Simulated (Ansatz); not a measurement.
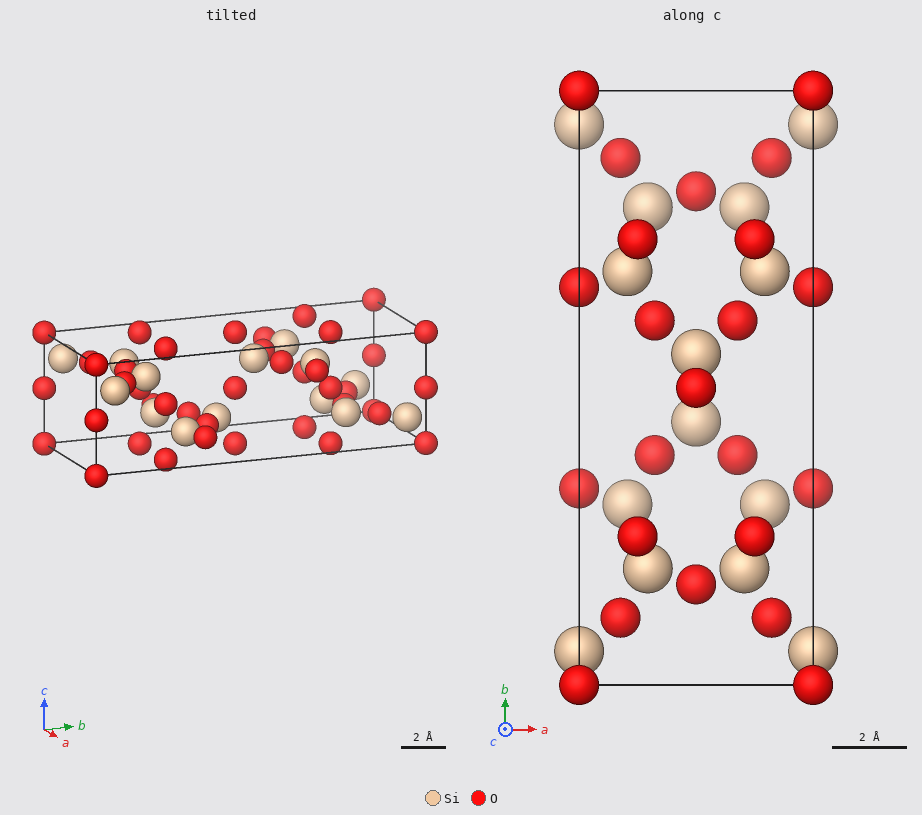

Spheres-only drawing of the structure, looking slightly off an axis and along the c axis. The conventional unit cell is outlined; an atom on or near a face, edge or corner is repeated at each equivalent position.

SiO₂, space group Cmcm (No. 63), a = 6.40 Å, b = 16.26 Å, c = 5.25 Å, α = 90.00°, β = 90.00°, γ = 90.00°.

Method: DFT PBEsol, scalar-relativistic, plane waves, PAW (Ansatz); a plane-wave cutoff of 420 eV, k-points about 0.30 Å⁻¹ apart, Gaussian smearing of 0.05 eV, no spin polarisation.

Q: What is the electronic character?

A: An insulator at this level, with a gap of 5.28 eV on the k-mesh (the true edges may lie between mesh points, so the gap can be somewhat smaller).

Q: What pressure does the calculation give for this cell?

A: The computed pressure is 35.8 GPa (compressed: it would expand). The stress isn't hydrostatic: its largest component is 79.0 GPa.

The model was built from a structure listed in the Materials Project. The cell was then strained or its atoms displaced on purpose. It went into a calculation with Ansatz.

At this level of theory the run's own cell isn't at rest (compressed, at 36 GPa and forces up to 12.8 eV/Å), so its distances can differ from those at equilibrium, the more so the softer the solid.
